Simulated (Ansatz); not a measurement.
## Run report: AlAs, single-point calculation (part 2 of 2)

The same run, continued: AlAs (slab, 20 atoms in the cell); DFT PBEsol, scalar-relativistic, plane waves, PAW, no spin polarisation (Ansatz 0.2.0); cutoff 420 eV, 7×3×1 k-mesh, Gaussian smearing of 0.05 eV. The structure derives from an entry of the Crystallography Open Database. It belongs to a series of runs on one base structure; here: vacuum: 10.

Geometry of the input (Å; fractional positions):
```
4.0125  0.0000  0.0000
0.0000  9.8287  0.0000
0.0000  0.0000  20.4249
Al 0.5000  0.6667  0.2448
As 0.5000  0.4167  0.2448
Al 0.0000  0.3333  0.3015
As 0.0000  0.0833  0.3015
Al 0.5000  0.0000  0.3582
As 0.5000  0.7500  0.3582
Al 0.0000  0.6667  0.4149
As 0.0000  0.4167  0.4149
Al 0.5000  0.3333  0.4716
As 0.5000  0.0833  0.4716
Al 0.0000  0.0000  0.5284
As 0.0000  0.7500  0.5284
Al 0.5000  0.6667  0.5851
As 0.5000  0.4167  0.5851
Al 0.0000  0.3333  0.6418
As 0.0000  0.0833  0.6418
Al 0.5000  0.0000  0.6985
As 0.5000  0.7500  0.6985
Al 0.0000  0.6667  0.7552
As 0.0000  0.4167  0.7552
```

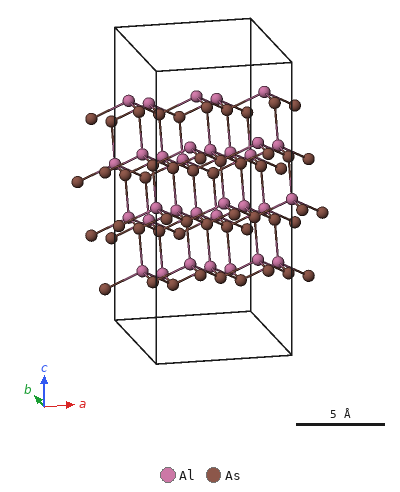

The input geometry (ball-and-stick view of the 2 × 1 repeat of the cell, with the vacuum cut short, seen slightly off an axis; bonded neighbours outside the cell are drawn too). An atom can appear more than once, as a periodic image.

## Log, continued
```
SCF iter   1: F=—  HF=-53376.226074 eV  |F-HF|=—  |Δ(HF+E_count)|=         —  Δρ=3.41e-3  dr2=1.45e0  ethr=1.77e-3  p=0.177 e·Å  D=3.97e-2 V/Å  ΔV_dip=-0.81 eV  dr2_dipole=1.23e0  V_vac-E_F(+/−)=4.29/5.10 eV  ⟨swp⟩=6.6  Hψ=3587  notcnv=0  defer=21
efield: sawtooth ramp at fractional position 0.9800 (placed from the atoms, in the widest stretch of the axis that holds none; the zero of the levels goes with the place), width 0.0400; the density the first Hamiltonian is built on has a dipole p = 0.177 e·Å; the dipole correction subtracts the counter field D = 3.97e-2 V/Å, which shifts the + side's vacuum level by -0.81 eV against the − side's; the planar-averaged density in the ramp window peaks in size at 1.1e-4 e/Å³
preconditioner: auto → LDOS  [metal: Δε(μ)=0.047 eV  Ē_g=7.642 eV  σ=0.050 eV  W_gap=0.49  n_scr=144 (ndim 8)  ℏωp=11.7 eV  f_vac=0.369  D(μ)=9.98/eV (n_scr^D=36)  β→1.0]
SCF iter   2: F=—  HF=-53376.191949 eV  |F-HF|=—  |Δ(HF+E_count)|=   3.41e-2  Δρ=4.21e-3  dr2=2.75e0  ethr=8.08e-4  p=0.292 e·Å  D=6.57e-2 V/Å  ΔV_dip=-1.34 eV  dr2_dipole=3.12e0  V_vac-E_F(+/−)=4.00/5.35 eV  ⟨swp⟩=2.6  Hψ=1063  notcnv=0  defer=118
SCF iter   3: F=—  HF=-53376.122917 eV  |F-HF|=—  |Δ(HF+E_count)|=   6.90e-2  Δρ=1.37e-3  dr2=2.31e-1  ethr=8.08e-4  p=0.227 e·Å  D=5.11e-2 V/Å  ΔV_dip=-1.04 eV  dr2_dipole=1.99e-1  V_vac-E_F(+/−)=4.13/5.17 eV  ⟨swp⟩=2.0  Hψ=792  notcnv=0  defer=118
SCF iter   4: F=—  HF=-53376.114386 eV  |F-HF|=—  |Δ(HF+E_count)|=   8.53e-3  Δρ=7.97e-4  dr2=3.72e-2  ethr=1.28e-4  p=0.248 e·Å  D=5.56e-2 V/Å  ΔV_dip=-1.14 eV  dr2_dipole=2.11e-2  V_vac-E_F(+/−)=4.09/5.22 eV  ⟨swp⟩=1.9  Hψ=969  notcnv=0  defer=107
SCF iter   5: F=—  HF=-53376.113028 eV  |F-HF|=—  |Δ(HF+E_count)|=   1.36e-3  Δρ=7.28e-4  dr2=6.69e-2  ethr=2.06e-5  p=0.251 e·Å  D=5.65e-2 V/Å  ΔV_dip=-1.15 eV  dr2_dipole=7.55e-2  V_vac-E_F(+/−)=4.08/5.23 eV  ⟨swp⟩=2.1  Hψ=896  notcnv=0  defer=104  recentre
SCF iter   6: F=—  HF=-53376.111279 eV  |F-HF|=—  |Δ(HF+E_count)|=   1.75e-3  Δρ=3.80e-4  dr2=1.71e-2  ethr=2.06e-5  p=0.247 e·Å  D=5.56e-2 V/Å  ΔV_dip=-1.13 eV  dr2_dipole=1.93e-2  V_vac-E_F(+/−)=4.08/5.22 eV  ⟨swp⟩=1.0  Hψ=776  notcnv=0  defer=104
SCF iter   7: F=—  HF=-53376.110561 eV  |F-HF|=—  |Δ(HF+E_count)|=   7.18e-4  Δρ=1.06e-4  dr2=6.50e-4  ethr=9.49e-6  p=0.243 e·Å  D=5.45e-2 V/Å  ΔV_dip=-1.11 eV  dr2_dipole=3.35e-6  V_vac-E_F(+/−)=4.09/5.21 eV  ⟨swp⟩=1.1  Hψ=777  notcnv=0  defer=104
SCF iter   8: F=—  HF=-53376.110503 eV  |F-HF|=—  |Δ(HF+E_count)|=   5.80e-5  Δρ=5.56e-5  dr2=1.80e-4  ethr=3.61e-7  p=0.242 e·Å  D=5.44e-2 V/Å  ΔV_dip=-1.11 eV  dr2_dipole=1.75e-5  V_vac-E_F(+/−)=4.09/5.20 eV  ⟨swp⟩=2.0  Hψ=1029  notcnv=0  defer=104
SCF iter   9: F=—  HF=-53376.110478 eV  |F-HF|=—  |Δ(HF+E_count)|=   2.54e-5  Δρ=2.84e-5  dr2=4.98e-5  ethr=9.99e-8  p=0.242 e·Å  D=5.44e-2 V/Å  ΔV_dip=-1.11 eV  dr2_dipole=5.90e-6  V_vac-E_F(+/−)=4.09/5.20 eV  ⟨swp⟩=1.9  Hψ=934  notcnv=0  defer=104
SCF iter  10: F=—  HF=-53376.110697 eV  |F-HF|=—  |Δ(HF+E_count)|=   2.19e-4  Δρ=1.74e-5  dr2=1.43e-5  ethr=2.77e-8  p=0.242 e·Å  D=5.43e-2 V/Å  ΔV_dip=-1.11 eV  dr2_dipole=1.18e-7  V_vac-E_F(+/−)=4.09/5.20 eV  ⟨swp⟩=2.2  Hψ=1153  notcnv=0  defer=104
SCF iter  11: F=—  HF=-53376.110696 eV  |F-HF|=—  |Δ(HF+E_count)|=   1.39e-6  Δρ=1.07e-5  dr2=4.67e-6  ethr=7.94e-9  p=0.242 e·Å  D=5.43e-2 V/Å  ΔV_dip=-1.11 eV  dr2_dipole=6.98e-7  V_vac-E_F(+/−)=4.09/5.20 eV  ⟨swp⟩=2.1  Hψ=1002  notcnv=0  defer=104
SCF iter  12: F=—  HF=-53376.110695 eV  |F-HF|=—  |Δ(HF+E_count)|=   4.69e-7  Δρ=5.38e-6  dr2=1.00e-6  ethr=2.60e-9  p=0.242 e·Å  D=5.43e-2 V/Å  ΔV_dip=-1.11 eV  dr2_dipole=3.40e-9  V_vac-E_F(+/−)=4.09/5.20 eV  ⟨swp⟩=2.1  Hψ=975  notcnv=0  defer=104
SCF iter  13: F=—  HF=-53376.110695 eV  |F-HF|=—  |Δ(HF+E_count)|=   6.22e-8  Δρ=2.62e-6  dr2=2.63e-7  ethr=5.55e-10  p=0.242 e·Å  D=5.43e-2 V/Å  ΔV_dip=-1.11 eV  dr2_dipole=5.46e-9  V_vac-E_F(+/−)=4.09/5.20 eV  ⟨swp⟩=2.0  Hψ=969  notcnv=0  defer=104
SCF iter  14: F=-53376.110695 eV  HF=-53376.110695 eV  |F-HF|=2.84e-8  |Δ(HF+E_count)|=   2.36e-8  Δρ=1.13e-6  dr2=3.57e-8  ethr=5.56e-11  p=0.242 e·Å  D=5.43e-2 V/Å  ΔV_dip=-1.11 eV  dr2_dipole=7.09e-9  V_vac-E_F(+/−)=4.09/5.20 eV  ⟨swp⟩=21.1  Hψ=6683  notcnv=0
WARN: efield: at this solve's end the planar-averaged density reaches 6.23e-5 e/Å³ inside the ramp window [0.9310, 0.0690] (bound 1e-5 e/Å³); the window's nearer edge stands 3.59 Å from this solve's nearest atom along the axis. Its work functions, free energy, forces, stress, dipole, levels and responses can be off, and this figure does not tell by how much. A short vacuum, a low `basis.ecutwfc` or `basis.ecutrho_ratio` and negative occupations (`scf.occupations.method`) can put density there. See the manual's quickstart, § The vacuum guard
SCF 1 converged in 14 iterations: F = -53376.110695 eV  dr2 = 3.57e-8
  greatest PAW one-centre occupation: 0.999 electrons in one spin orbital (limit 2), on the As atom at site 19 (counted from 0), in its partial waves of l = 2
WARN: The output density's exchange-correlation potential varies sharply where the density is thin. Do not read a vacuum level from v_tot or v_xc, or from such a field of the output density. On a cell that repeats whose density bears no net charge and no dipole along the vacuum's axis use v_es (v_loc + v_h of the components); under efield.dipole_correction with no amplitude use v_es + v_field, which holds any external_charges[].barrier, or the levels of the report's work_function block, which leave it out; under a non-zero efield.amplitude the vacuum is tilted and has no level; on a cell that repeats and bears such a dipole with no correction it is tilted too, and efield.dipole_correction with no amplitude gives each side of its ramp a level where efield: is served; in a cell that repeats whose density bears a net charge (total_charge, or a fill off its count) it is curved and has none; of a slab under crystal.periodic whose density bears no net charge use v_es, which has a level on each side, short of where the two are joined; of another it falls or rises all the way out and has none; of a slab beside external_charges read slab_vacuum_level instead, which it has where they leave it neutral. The grid or the basis barely resolves most such structure, and the values can differ between equally converged runs; as a rule a tighter scf.convergence.dr2_threshold does not remove it. Where the density itself ripples (under the LDA too) a higher basis.ecutwfc lessens it. The files hold the spikes' plane waves up to the density's cutoff. Files: v_tot_of_output_density and the like, and their columns of v_z.tsv (output.write_potential); v_xc_of_output_density and the like, and their columns of v_comp_z.tsv (output.write_potential_components). Measured: with its Gaussian average of σ = 0.25 Å subtracted twice, the exchange-correlation potential is over 0.1 eV at 6363 of the grid points where the equally averaged density (valence and model cores) is under 1e-3 e/Å³, and 1.00 eV at the most among them, at an averaged density of 9.9e-6 e/Å³. The input density's (outcome.potential() and, of a run that writes arrays, v_tot and v_xc) is over 0.1 eV, so measured, at 6249 points of its own thin density, 1.00 eV at the most. See output.write_potential in the manual, Limitations
SCF converged after 14 iterations
Free energy (F): -53376.110695 eV
Harris-Foulkes:  -53376.110695 eV  (|F-HF|=2.84e-8)
Internal energy: -53376.090299 eV  (E = F + TS)
E sigma→0 (E₀):  -53376.100497 eV
Entropy (-TS):   -0.020396 eV (-1.020 meV/atom)
Fermi energy:    1.845331 eV
Dipole field:    D = 0.054353 V/Å  (p = 0.241955 e·Å, saw-weighted, corrected)
Work function:   Φ+ = 4.0914 eV   Φ− = 5.2020 eV
Levels:          The Fermi level and band energies are counted from a zero that moves with the ramp; work functions are not
Vacuum region:   at the solve's end the planar-averaged density reaches 6.23e-5 e/Å³ inside the ramp window [0.9310, 0.0690] (bound 1e-5 e/Å³)
--- Per-component energies (eV) ---
  E_band       = -3563.492302
  E_kinetic    = 1249.605647
  E_local      = -69377.406507  (includes V_loc(G=0)·N_el)
  E_nonlocal   = -6576.845879
  E_hartree    = 34969.367606
  E_xc         = -1169.263022
  E_vxc        = -1069.008502  (∫ρ·V_xc dr)
  E_paw        = -22478.953015  (= ΣΔE_a)
  E_vpaw       = 2271.428986  (= ΣTr[D̂ρ^β])
  E_aug_tail   = 0.000054  (compensation charges beyond the density's cutoff)
  E_efield     = 0.006575  (sawtooth field / dipole correction)
  E_vefield    = 0.013151  (∫n·V_field dr)
  E_ewald      = 9997.542564
  E_core_change = 9.855677  (= ΣΔE_core)
  E_smearing   = -0.020396  (= −TS)
  E_closure    = 0.000000  (closes the sum)
  Σ components = -53376.110695   (vs F -53376.110695, Δ=0.00e0)
--- Forces (eV/Å), atoms counted from 1 ---
  atom   1  Al     0.00000000    -0.98723451     0.55149805
  atom   2  As     0.00000000     0.29833670    -0.47477421
  atom   3  Al     0.00000000     0.21960115    -0.17390123
  atom   4  As     0.00000000    -0.28164686     0.03899845
  atom   5  Al     0.00000000     0.46267440    -0.54808145
  atom   6  As     0.00000000     0.37853420     0.08833414
  atom   7  Al     0.00000000    -0.48201584    -0.24128230
  atom   8  As     0.00000000     0.06408255     0.32319586
  atom   9  Al     0.00000000     0.19614181    -0.22725777
  atom  10  As     0.00000000    -0.01332675     0.56847631
  atom  11  Al     0.00000000    -0.05142395    -0.52745129
  atom  12  As     0.00000000     0.16207878     0.32870151
  atom  13  Al     0.00000000    -0.38893048    -0.52649980
  atom  14  As     0.00000000    -0.09993452     0.00854898
  atom  15  Al     0.00000000     0.75981177     0.12737716
  atom  16  As     0.00000000     0.20289522     0.84280027
  atom  17  Al     0.00000000    -0.07811371    -0.81592721
  atom  18  As     0.00000000     0.71692263     1.06932594
  atom  19  Al     0.00000000    -1.28854919    -1.00950571
  atom  20  As     0.00000000     0.21006124     0.59709466
  max |Σ_I F_I| component: 3.30e-4 eV/Å
--- Stress (GPa, compression-positive) ---
       -0.835613       0.000000       0.000000
        0.000000      -1.071982       0.196017
        0.000000       0.196014       0.364655
  P = ⅓ Tr σ = -0.5143 GPa (-5.143 kbar)
--- Band table (eV; the first three rows and the last of 8) ---
  k-point 0: bands = ["-33.9442", "-33.9311", "-33.9277", "-33.9105", "-33.9095", "-33.7769", "-33.7719", "-33.7510", "-33.7373", "-33.7320", "-33.4512", "-33.4505", "-33.4353", "-33.4338", "-33.4293", "-33.2237", "-33.2196", "-33.2003", "-33.1975", "-33.1952", "-33.1919", "-33.1832", "-33.1819", "-33.1801", "-33.1744", "-33.1557", "-33.1554", "-33.1423", "-33.1392", "-33.1339", "-33.1113", "-33.0999", "-33.0319", "-32.9890", "-32.9668", "-32.8426", "-32.8410", "-32.8361", "-32.8301", "-32.8268", "-32.4036", "-32.3967", "-32.3545", "-32.3544", "-32.3491", "-32.3488", "-32.3404", "-32.3362", "-32.2914", "-32.2907", "-10.6588", "-10.0881", "-9.9102", "-9.5220", "-9.4371", "-9.2954", "-8.9247", "-8.4451", "-8.2301", "-8.0258", "-4.0540", "-3.9437", "-3.6058", "-3.4601", "-3.2972", "-2.9690", "-2.9145", "-2.6595", "-1.4352", "-1.3478", "-1.0792", "-1.0511", "-0.9564", "-0.5932", "-0.3899", "-0.3457", "-0.2259", "-0.1391", "0.1616", "0.2612", "0.3701", "0.4357", "0.6895", "0.8250", "1.0227", "1.0818", "1.2177", "1.5352", "1.5625", "1.7015", "1.9923", "2.2665", "2.5836", "2.9336", "3.5952", "3.8170", "3.9609", "4.1285", "4.2259", "4.4022", "4.4239", "4.6739", "4.8399", "5.2240", "5.3741", "5.5247", "5.5698", "5.7735", "5.8515", "5.8797"]
  k-point 1: bands = ["-33.9442", "-33.9311", "-33.9277", "-33.9105", "-33.9095", "-33.7769", "-33.7719", "-33.7510", "-33.7373", "-33.7320", "-33.4512", "-33.4505", "-33.4353", "-33.4338", "-33.4293", "-33.2237", "-33.2196", "-33.2003", "-33.1975", "-33.1952", "-33.1919", "-33.1832", "-33.1819", "-33.1801", "-33.1744", "-33.1557", "-33.1554", "-33.1423", "-33.1392", "-33.1339", "-33.1113", "-33.0999", "-33.0319", "-32.9890", "-32.9668", "-32.8426", "-32.8410", "-32.8361", "-32.8301", "-32.8268", "-32.4036", "-32.3967", "-32.3545", "-32.3544", "-32.3491", "-32.3488", "-32.3404", "-32.3362", "-32.2914", "-32.2907", "-10.5825", "-10.1596", "-9.9992", "-9.5735", "-9.4593", "-9.1858", "-8.8735", "-8.4482", "-8.2150", "-7.9721", "-4.2364", "-4.0453", "-3.8975", "-3.5975", "-3.3856", "-2.8963", "-2.3780", "-1.8898", "-1.7138", "-1.4836", "-1.3961", "-0.8841", "-0.7951", "-0.4877", "-0.4685", "-0.2911", "-0.2603", "-0.1715", "0.0960", "0.2396", "0.2905", "0.5130", "0.6074", "0.7783", "0.8066", "1.1359", "1.2434", "1.5786", "1.5861", "1.7495", "2.1044", "2.2301", "2.5981", "3.0822", "3.5320", "3.6348", "3.8343", "3.9561", "4.2449", "4.3024", "4.4994", "4.6978", "4.9032", "5.1000", "5.3839", "5.5252", "5.5571", "5.6612", "5.8401", "5.8408"]
  k-point 2: bands = ["-33.9441", "-33.9311", "-33.9277", "-33.9106", "-33.9093", "-33.7768", "-33.7719", "-33.7510", "-33.7372", "-33.7320", "-33.4510", "-33.4505", "-33.4352", "-33.4337", "-33.4294", "-33.2235", "-33.2196", "-33.2002", "-33.1975", "-33.1952", "-33.1920", "-33.1833", "-33.1818", "-33.1799", "-33.1745", "-33.1555", "-33.1554", "-33.1422", "-33.1392", "-33.1340", "-33.1112", "-33.1000", "-33.0319", "-32.9890", "-32.9668", "-32.8425", "-32.8411", "-32.8360", "-32.8300", "-32.8268", "-32.4035", "-32.3968", "-32.3545", "-32.3544", "-32.3492", "-32.3488", "-32.3402", "-32.3362", "-32.2915", "-32.2906", "-10.5369", "-9.9799", "-9.8158", "-9.4253", "-9.3490", "-9.2053", "-8.8568", "-8.3438", "-8.1944", "-7.9538", "-3.9868", "-3.9013", "-3.5765", "-3.4437", "-3.2818", "-2.9850", "-2.8696", "-2.6811", "-1.6711", "-1.5859", "-1.4252", "-1.3252", "-1.1861", "-0.9874", "-0.8063", "-0.6758", "-0.6219", "-0.4923", "-0.3479", "-0.1494", "-0.1212", "0.1457", "0.3064", "0.5254", "0.6571", "0.9886", "1.1299", "1.4527", "1.6476", "1.8451", "1.9931", "2.1507", "2.1917", "3.5795", "4.3491", "4.4047", "4.6394", "4.6948", "4.7451", "4.8733", "4.9905", "5.0532", "5.0639", "5.2651", "5.4128", "5.4584", "5.5363", "5.7173", "5.8206", "5.8678"]
  k-point 7: bands = ["-33.9439", "-33.9310", "-33.9280", "-33.9109", "-33.9085", "-33.7762", "-33.7722", "-33.7510", "-33.7366", "-33.7323", "-33.4508", "-33.4504", "-33.4348", "-33.4337", "-33.4296", "-33.2231", "-33.2199", "-33.1999", "-33.1975", "-33.1949", "-33.1923", "-33.1835", "-33.1812", "-33.1793", "-33.1747", "-33.1558", "-33.1549", "-33.1417", "-33.1391", "-33.1342", "-33.1105", "-33.1002", "-33.0321", "-32.9890", "-32.9667", "-32.8420", "-32.8414", "-32.8355", "-32.8297", "-32.8271", "-32.4030", "-32.3971", "-32.3545", "-32.3543", "-32.3495", "-32.3487", "-32.3391", "-32.3365", "-32.2917", "-32.2899", "-9.7545", "-9.5494", "-9.2733", "-9.1104", "-8.9500", "-8.7669", "-8.5851", "-8.0815", "-7.8178", "-7.6692", "-4.3033", "-4.1562", "-4.1106", "-3.8954", "-3.8064", "-3.6075", "-3.4237", "-3.1702", "-2.8417", "-2.4302", "-2.0781", "-1.7931", "-1.6812", "-1.4746", "-1.3920", "-1.1570", "-1.0372", "-0.9708", "-0.7251", "-0.6297", "-0.4819", "-0.3868", "-0.1713", "-0.0441", "0.1042", "0.3790", "0.6941", "0.8618", "1.4293", "1.6335", "1.8754", "1.8893", "2.0813", "2.4737", "3.5348", "3.7480", "4.0264", "4.1120", "4.4393", "4.5931", "4.6982", "4.7831", "4.9235", "5.1214", "5.3346", "5.6006", "5.7574", "5.9439", "6.0281", "6.1200"]
```

## Summary

```json
{"quantity": "outcome", "value": "converged"}
{"quantity": "electrons treated", "value": "180"}
{"quantity": "free energy", "value": "−53376.1107 eV"}
{"quantity": "work function, top face", "value": "4.09 eV"}
{"quantity": "work function, bottom face", "value": "5.20 eV"}
{"quantity": "Fermi energy", "value": "1.845 eV"}
{"quantity": "gap on the k-point mesh", "value": "0.01 eV"}
{"quantity": "work function (upper face)", "value": "4.09 eV"}
{"quantity": "largest force (length of the vector)", "value": "1.637 eV/Å"}
{"quantity": "hardware", "value": "2 threads of AMD EPYC (Zen 5), 32 GiB of memory available, shared host"}
{"quantity": "wall time", "value": "25 s (CPU time 49 s)"}
{"quantity": "peak memory", "value": "1.5 GiB"}
```

## Notes

The program warns: the density in the vacuum is higher than it should be, so vacuum levels may be off; the exchange-correlation potential is rough where the density is thin.
